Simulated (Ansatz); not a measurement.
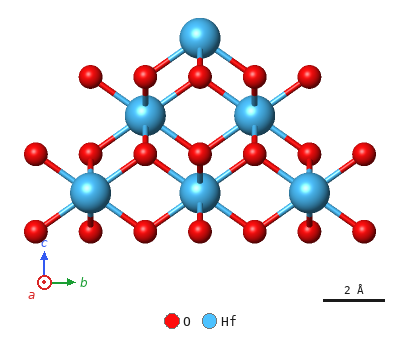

This is the input geometry for a relaxation of a slab of composition HfO₂ (cut from the Fm-3m phase). Style: ball-and-stick. Shown: the atoms within 5.8 Å of the atom that moves most (axes of the 2 × 2 repeat of the cell, outlined in the plane, without the vacuum), along the a axis.

The slab is the (1 0 0) face of HfO2.

All numbers below come from Ansatz, DFT PBE, scalar-relativistic, plane waves, PAW.

The input:
```yaml
crystal:
  lattice:
    - [3.6045556804, 0.0, 0.0]
    - [0.0, 3.6045556804, 0.0]
    - [0.0, 0.0, 23.9208201766]
  atoms:
    - { symbol: O, position: [0.5, 0.0, 0.3135343999] }
    - { symbol: O, position: [0.0, 0.5, 0.3135343999] }
    - { symbol: Hf, position: [0.5, 0.5, 0.3668102857] }
    - { symbol: O, position: [0.0, 0.5, 0.4200861714] }
    - { symbol: O, position: [0.5, 0.0, 0.4200861714] }
    - { symbol: Hf, position: [0.0, 0.0, 0.4733620571] }
    - { symbol: O, position: [0.5, 0.0, 0.5266379429] }
    - { symbol: O, position: [0.0, 0.5, 0.5266379429] }
    - { symbol: Hf, position: [0.5, 0.5, 0.5799138286] }
    - { symbol: O, position: [0.0, 0.5, 0.6331897143] }
    - { symbol: O, position: [0.5, 0.0, 0.6331897143] }
    - { symbol: Hf, position: [0.0, 0.0, 0.6864656001] }
basis:
  ecutwfc: 420
kpoints:
  mp_grid: { grid: [7, 7, 1] }
hamiltonian:
  xc: pbe
scf:
  occupations: { method: gaussian, width: 0.05 }
output:
  forces: true
  eigenvalues: true
relax:
  adjacent_minimum: "off"
  f_tol: 0.02
  max_steps: 60
efield:
  axis: 3
  dipole_correction: true
  ramp_width: 0.04
```

Command:
```bash
ansatz run input.yaml --threads 2 --pin off --max-ram 5120MiB --backend cpu --events-out ev --progress --plain --runs-dir out
```

Where does the relaxation end?

Answer. Over 6 geometry steps the energy falls by 2.093 eV per cell of the calculation. Largest force component: 2.7 eV/Å at the start, 0.014 eV/Å at the end. Hf3 moves most relative to the layer's centre: 0.32 Å along the normal (−c). By element the largest moves are Hf 0.32 Å, O 0.22 Å. The cell doesn't change. Near-neighbour distances that change, for instance: Hf3–O4 2.207 → 2.454 Å, O1–Hf3 2.207 → 2.039 Å, O4–Hf6 2.207 → 2.048 Å. Bond angles that change, for instance: Hf3–O4–Hf3 109.5° → 94.5°, Hf3–O1–Hf3 109.5° → 124.2°, Hf6–O4–Hf6 109.5° → 123.3°.

The structure at the end:

```xyz
12
Lattice="3.6046 0.0000 0.0000 0.0000 3.6046 0.0000 0.0000 0.0000 23.9208" Properties=species:S:1:pos:R:3 pbc="T T T"
O     1.8023    0.0000    7.4981
O     0.0000    1.8023    7.4981
Hf    1.8023    1.8023    8.4523
O     0.0000    1.8023   10.1180
O     1.8023    0.0000   10.1180
Hf    0.0000    0.0000   11.0910
O     1.8023    0.0000   12.7435
O     0.0000    1.8023   12.7435
Hf    1.8023    1.8023   13.7169
O     0.0000    1.8023   15.3664
O     1.8023    0.0000   15.3664
Hf    0.0000    0.0000   16.2639
```

After the run, drawn alike:

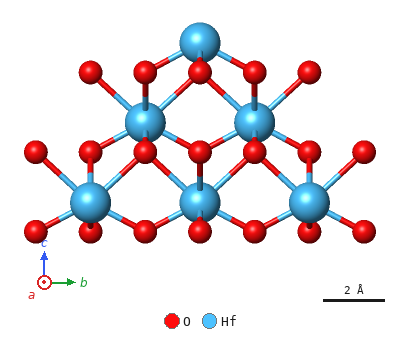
